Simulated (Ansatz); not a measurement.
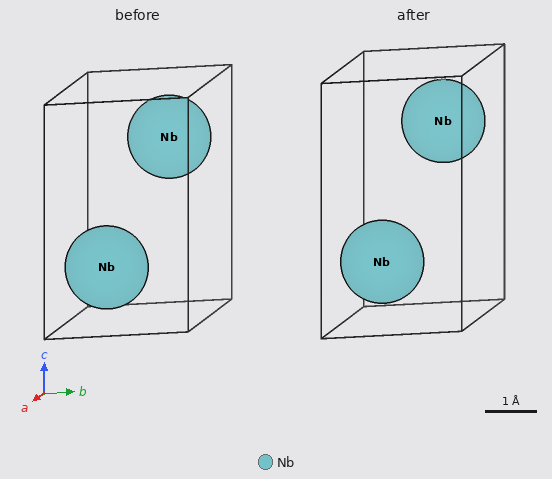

The structure of solid Nb (built on the hcp type) before (left) and after (right) a relaxation, at one scale.

The picture is a spheres-only view of the cell of the calculation, seen slightly off an axis.

Computed with DFT PBE, scalar-relativistic, plane waves, PAW in Ansatz. (plane-wave cutoff 420 eV; k-point mesh 16 × 16 × 10; occupations gaussian; smearing width 0.05 eV; no spin polarisation; cell and atoms relaxed; force threshold 0.01 eV/Å; at most 60 steps)

### Describe what moved and what it gained.

No atom moves by more than 0.005 Å relative to the cell. Cell: a = b 2.940 → 2.871 Å (−2.3 %), c 4.802 → 5.228 Å (+8.9 %). Volume +3.8 %. Near-neighbour distances that change, for instance: Nb–Nb 2.940 → 3.095 Å, Nb–Nb 2.940 → 2.871 Å. The space group stays P6_3/mmc (No. 194). After 5 accepted moves (6 points after the start) the energy has fallen by 0.136 eV per cell of the calculation. All forces vanish by symmetry, so only the cell relaxes. Pressure: 6.53 GPa at the start and 0.00 GPa at the end. At 1 point the geometry stayed and the basis and grid were re-selected for the new cell (energy shift of 0.4 meV per cell of the calculation at most each time).
